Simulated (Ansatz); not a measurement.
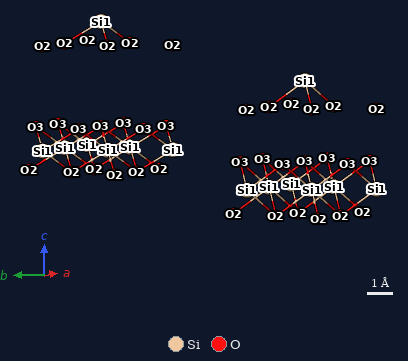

Two geometries of a crystal of SiO$_{2}$ (a generated structure, set up in R-3m) (coarse preliminary run), drawn at one scale. One is the start of a relaxation, the other its converged end. A ball-and-stick model of the atoms within 4.2 Å of the atom that moves most (axes of the conventional cell (3 times the calculation's cell)), seen from a free direction. Lengths and directions refer to the drawn axes.

Level of theory: DFT PBE, scalar-relativistic, plane waves, PAW in Ansatz. Settings: plane-wave cutoff 420 eV; k-point mesh 6 × 6 × 6; occupations gaussian; smearing width 0.1 eV; no spin polarisation; cell and atoms relaxed; force threshold 0.04 eV/Å; at most 70 steps.

Question: Which one is relaxed?

Answer: The left one is the relaxed one. The largest moves relative to the cell, 0.38 Å, are those of O2 and O3. O3 goes along −c. Si stays in place. The volume changes by +19.9 %, with a = b 2.682 → 2.699 Å (+0.6 %), c 13.141 → 15.558 Å (+18.4 %). Near-neighbour distances that change, for instance: Si1–O2 1.897 → 1.807 Å. Bond angles that change, for instance: Si1–O3–Si1 90.0° → 96.6°, O2–Si1–O2 90.0° → 96.6°, O2–Si1–O3 90.0° → 83.4°. The space group stays R-3m (No. 166). The energy falls by 318 meV per atom in 10 accepted moves (14 points after the start). The largest force component goes from 4.5 to 0.0015 eV/Å. Pressure: −16.84 GPa at the start and 0.11 GPa at the end. At 4 points the geometry stayed and the basis and grid were re-selected for the new cell (energy shift of 8.3 meV per atom at most each time). Cost: 8 s on 1 thread of Intel(R) Xeon(R) 6975P-C (Granite Rapids), on a shared host, peak memory 0.34 GiB.
